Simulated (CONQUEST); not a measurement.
**Band-structure run, with input and output: TiAl**

- system: TiAl (P1, 2 atoms in the cell)
- method: Kohn-Sham DFT of a periodic cell, LDA-VWN, PseudoDojo NC PBEsol, no spin polarisation (CONQUEST 1.3)

The structure derives from a Materials Project entry. It belongs to a series of runs on one base structure; here: atoms moved at random by about 0.1 A.

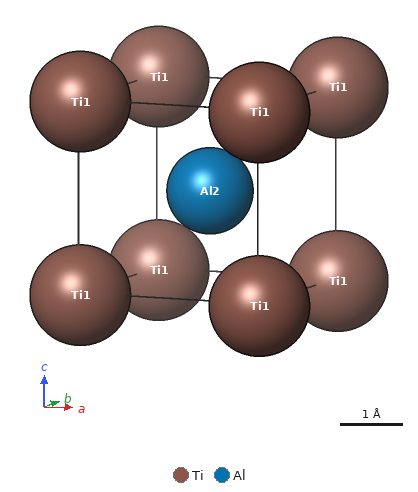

Fig. 1: The input geometry (spheres-only view of the cell of the calculation, seen slightly off an axis; atoms are numbered from 1 in the order of the input).

## The input
```
IO.Title TiAl
IO.Coordinates coords.dat
IO.FractionalAtomicCoords F
IO.Iprint 2
IO.Iprint_init 1
General.NumberOfSpecies 2
General.PseudopotentialType hamann
General.FunctionalType -1007
General.DifferentFunctional T
AtomMove.TypeOfRun static
AtomMove.FullStress T
Grid.GridCutoff 150
DM.SolutionMethod diagon
Diag.MPMesh F
Diag.kT 0.00183747
minE.SCTolerance 1e-6
SC.MaxIters 100
minE.SelfConsistent F
General.LoadRho T
Diag.KspaceLines T
Diag.NumKptLines 6
Diag.NumKpts 8
IO.writeDOS T
%block ChemicalSpeciesLabel
1 47.880 Ti
2 26.980 Al
%endblock
%block Diag.KpointLines
0.000000 0.000000 0.000000
0.000000 0.500000 0.000000
0.000000 0.500000 0.000000
0.500000 0.500000 0.000000
0.500000 0.500000 0.000000
0.000000 0.000000 0.000000
0.000000 0.000000 0.000000
0.500000 0.500000 0.500000
0.500000 0.500000 0.500000
0.000000 0.500000 0.000000
0.500000 0.500000 0.000000
0.500000 0.500000 0.500000
%endblock
```

Hardware: 1 thread of Intel Xeon (Sapphire Rapids), 16 GiB of memory available, shared host.

Launched with:
```bash
Conquest (self-consistent run, then this one in the same folder)
```

## The program's output
```
Simulation cell dimensions:     6.0076 a0 x     6.0076 a0 x     6.0076 a0

      Atomic coordinates (a0)
         Atom         X         Y         Z  Species
            1    0.0552    0.0106    5.9382        1
            2    3.1458    2.8940    2.9711        2
    Using
        This calculation includes non-local pseudopotentials,
         with a maximum core radius of      8.23709393

    Job title: TiAl
    Job to be run: static calculation

    Ground state search:
      Support functions represented with PAO basis
      1:1 PAO to SF mapping
      Non-spin-polarised electrons
      Solving for the K matrix using diagonalisation
      Using Fermi-Dirac smearing

    Integration grid size:     36 x   36 x   36

    Integration grid spacing:  0.167 a0 x 0.167 a0 x 0.167 a0

    Number of species:  2
    --------------------------------------------------------
    |   #  mass (au)  Charge (e)  SF Rad (a0)  NSF  Label  |
    --------------------------------------------------------
    |   1     47.880      12.000        8.511   19  Ti     |
    |   2     26.980       3.000        8.511   13  Al     |
    --------------------------------------------------------

    LibXC version:  6. 2. 2
    Using the LDA functional Slater exchange
    Using the LDA functional Vosko, Wilk & Nusair (VWN5)

           radial cut-off to be used is taken to be max PAO cut-off radius for this species:    8.226919

           greatest ang. mom. for making density from PAOs:  2

           radial cut-off to be used is taken to be max PAO cut-off radius for this species:    8.237094

           greatest ang. mom. for making density from PAOs:  2
    Minimum blocs/proc is      729. Maximum blocs/proc is      729
    set_atom_dens: In set_atomic_density, electrons :      15.000000000000
 matrix_size & matrix_size_padH =           32          32

    Screened ion int: energy:     -46.870000715173 Ha

          Harris-Foulkes Energy            :       -61.610008198094377 Ha
          GroundState Energy (E-(1/2)TS)   :       -61.610315181603134 Ha
          Free Energy (E-TS)               :       -61.610622165111884 Ha
          DFT Total Energy                 :       -61.453377914352757 Ha
          Total number of electrons        :        15.000041731323925
      | Number of electrons      =        15.000042
      |* band energy as 2Tr[K.H] =       -16.110585247935720 Ha
      |  screened ion-ion energy =       -46.870000715173489 Ha
      |  Ha correction           =         0.288796529285567 Ha
      |  XC correction           =         1.081781235729267 Ha
      | GS Energy as E-(1/2)TS   =       -61.610315181603134 Ha
      | Free Energy as E-TS      =       -61.610622165111884 Ha
      |* Harris-Foulkes energy   =       -61.610008198094377 Ha
      |* DFT total energy        =       -61.453377914352757 Ha
      |  estimated accuracy      =        -0.156630283741620 Ha
    get_E_and_F: Change in energy during last step of electronic optimisation:  0.00000E+00

    BIBLIOGRAPHY: Please consider citing the following references in the conquest.bib file

    CONQUEST:         Bowler2002pt, Miyazaki2004, Nakata2020
    Basis:            Bowler2019
    DM:               Bowler:2006xr
    Pseudopotentials: Hamann2013, Bowler2019
    XC references from LibXC:
      P. A. M. Dirac.,  Math. Proc. Cambridge Philos. Soc. 26, 376 (1930)

    Warnings written to file Conquest_warnings; please check
```

## Summary

| quantity | value |
| --- | --- |
| outcome | converged |
| space group (tolerance 0.01 Å) | P1 (1) |
| electrons treated | 15 |
| Fermi energy of the self-consistent step | −7.103 eV |
| gap on the band path | 0.00 eV |
| wall time | 8.7 s |
| peak memory | 0.39 GiB |

## Notes

Further notes kept with the run: read_and_write: Functional in input file differs to pseudopotential but proceeding: -1007 -116133. Points of doubt noted for this run: potential of other functional.
